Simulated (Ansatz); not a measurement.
**Energy of WC along a shift of atoms along one path**

System: WC (P3m1, 2 atoms in the cell).
Method: DFT PBEsol, scalar-relativistic, plane waves, PAW, no spin polarisation (Ansatz 0.2.0).

The 5 runs differ only in the geometry, by a shift of atoms along one path in a fixed cell. The shift s is measured from run 3: C2 moves along the Cartesian direction (0.00, 0.00, 1.00), and W1 with it in fixed proportion. The structure derives from an entry of the Crystallography Open Database.

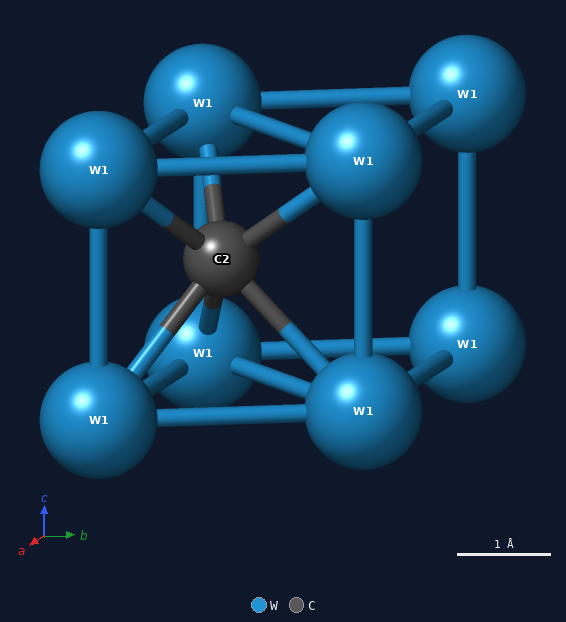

Figure 1. The structure of run 3 (ball-and-stick view of the cell of the calculation, seen slightly off an axis; atoms are numbered from 1 in the order of the input). An atom can appear more than once, as a periodic image.

## Input of run 3
```yaml
crystal:
  lattice:
    - [2.898413667, 0.0, 0.0]
    - [-1.4492068335, 2.5100998663, 0.0]
    - [0.0, 0.0, 2.8276119036]
  atoms:
    - { symbol: W, position: [0.0, 0.0, -0.0025993926] }
    - { symbol: C, position: [0.6666666667, 0.3333333333, 0.5397862238] }
basis:
  ecutwfc: 420
kpoints:
  mp_grid: { grid: [24, 24, 22] }
hamiltonian:
  xc: pbesol
scf:
  occupations: { method: gaussian, width: 0.15 }
output:
  forces: true
  stress: true
  eigenvalues: true
```

Command:
```bash
ansatz run input.yaml --threads 2 --pin off --max-ram 5120MiB --backend cpu --events-out ev --progress --plain --runs-dir out
```

Run 4 differs from it as follows:
```diff
-    - { symbol: W, position: [0.0, 0.0, -0.0025993926] }
-    - { symbol: C, position: [0.6666666667, 0.3333333333, 0.5397862238] }
+    - { symbol: W, position: [0.0, 0.0, -0.004332321] }
+    - { symbol: C, position: [0.6666666667, 0.3333333333, 0.566310373] }
```

## Results, with one run withheld

```tsv
run	shift s of C2 (Å)	free energy per atom, from the lowest run given (meV)	pressure (GPa)	force along the path (eV/Å)
1	−0.2625	88.66	5.86	2.581
2	−0.0750	0.00	0.41	−0.617
3	0.0000	46.78	3.31	−1.893
4	0.0750	?	?	?
5	0.1500	297.61	17.74	−4.885
```

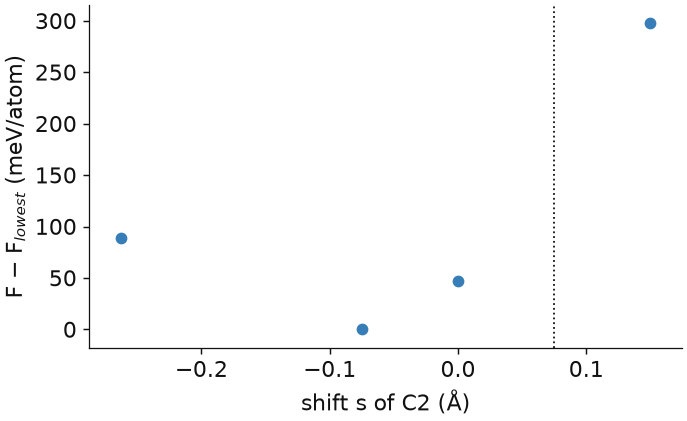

Figure 2. Free energy per atom of the runs given; the dotted line marks run 4.

Estimate the energy of run 4 from the others.

A quadratic polynomial in the coordinate, fitted to the 4 runs given, misses them by at most 1.78 meV per atom. With x = s + 0.0469, it reads F = 11.367 + 587.12 x + 4391.6 x² (meV per atom). At run 4 it gives 148.19 meV per atom, and the run itself gives 143.92. The slope of the fit gives a force −dF/ds of −3.316 eV/Å along the path (summed over the atoms that move), and the printed forces give −3.322 eV/Å. The fit has its minimum at s = −0.1137 Å. The miss comes from the order of the polynomial or from scatter in that run; these data can't tell which.

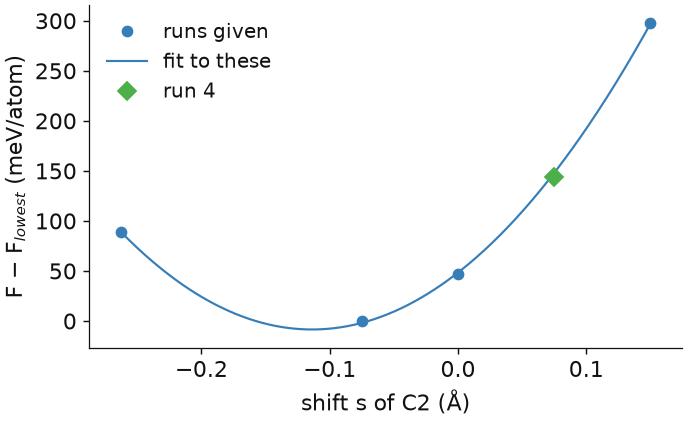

Figure 3. The fit and the withheld run.

## Output, shortened to warnings, some set-up lines, iterations and results (run 4)
```
Basis set: ecut = 420 eV, 405 PW (Γ), exchange–correlation on 40×40×40 points (8 copies of the dense FFT grid, shifted against one another)
Symmetry: 6 space group operations
k-points: 1212 of 12672 (time reversal used)
Initial density: superposition of atomic densities (neutral atoms: chi_scale 0, normalization atom), corrected by the library's trained network
[...]
SCF iter   1: F=—  HF=-10503.436665 eV  |F-HF|=—  |Δ(HF+E_count)|=         —  Δρ=1.23e-2  dr2=2.74e-2  ethr=1.77e-3  ⟨swp⟩=5.1  Hψ=76318  notcnv=0
SCF iter   2: F=—  HF=-10503.434471 eV  |F-HF|=—  |Δ(HF+E_count)|=   2.19e-3  Δρ=7.82e-3  dr2=1.27e-2  ethr=1.52e-4  ⟨swp⟩=1.0  Hψ=25452  notcnv=0
SCF iter   3: F=—  HF=-10503.431994 eV  |F-HF|=—  |Δ(HF+E_count)|=   2.48e-3  Δρ=8.73e-4  dr2=1.03e-4  ethr=7.05e-5  ⟨swp⟩=2.1  Hψ=20157  notcnv=0
SCF iter   4: F=—  HF=-10503.431947 eV  |F-HF|=—  |Δ(HF+E_count)|=   4.72e-5  Δρ=2.47e-4  dr2=5.86e-6  ethr=5.72e-7  ⟨swp⟩=2.2  Hψ=24756  notcnv=0
SCF iter   5: F=—  HF=-10503.431940 eV  |F-HF|=—  |Δ(HF+E_count)|=   6.55e-6  Δρ=5.92e-5  dr2=5.58e-7  ethr=3.26e-8  ⟨swp⟩=2.0  Hψ=20737  notcnv=0
SCF iter   6: F=-10503.431940 eV  HF=-10503.431940 eV  |F-HF|=1.50e-8  |Δ(HF+E_count)|=   1.46e-7  Δρ=1.19e-5  dr2=2.28e-8  ethr=5.56e-10  ⟨swp⟩=6.1  Hψ=77412  notcnv=0
SCF 1 converged in 6 iterations: F = -10503.431940 eV  dr2 = 2.28e-8
SCF converged after 6 iterations
Free energy (F): -10503.431940 eV
Harris-Foulkes:  -10503.431940 eV  (|F-HF|=1.50e-8)
Internal energy: -10503.428639 eV  (E = F + TS)
E sigma→0 (E₀):  -10503.430289 eV
Entropy (-TS):   -0.003301 eV (-1.651 meV/atom)
Fermi energy:    20.724131 eV
--- Per-component energies (eV) ---
  E_band       = -57.140176
  E_kinetic    = 543.847157
  E_local      = -671.563810  (includes V_loc(G=0)·N_el)
  E_nonlocal   = 28.758442
  E_hartree    = 238.063433
  E_xc         = -315.013913
  E_vxc        = -300.667235  (∫ρ·V_xc dr)
  E_paw        = -8531.126632  (= ΣΔE_a)
  E_vpaw       = -133.637936  (= ΣTr[D̂ρ^β])
  E_aug_tail   = -0.000044  (compensation charges beyond the density's cutoff)
  E_ewald      = -1796.636164
  E_core_change = 0.242893  (= ΣΔE_core)
  E_smearing   = -0.003301  (= −TS)
  E_closure    = -0.000000  (closes the sum)
  Σ components = -10503.431940   (vs F -10503.431940, Δ=0.00e0)
--- Forces (eV/Å), atoms counted from 1 ---
  atom   1  W      0.00000000    -0.00000000     3.11869989
  atom   2  C     -0.00000000    -0.00000000    -3.11863227
  max |Σ_I F_I| component: 6.76e-5 eV/Å
--- Stress (GPa, compression-positive) ---
        8.278746       0.000000      -0.000000
        0.000000       8.278746       0.000000
       -0.000000       0.000000      10.836581
  P = ⅓ Tr σ = 9.1314 GPa (91.314 kbar)
```

Notes: Spin–orbit coupling is left out, which matters for W.
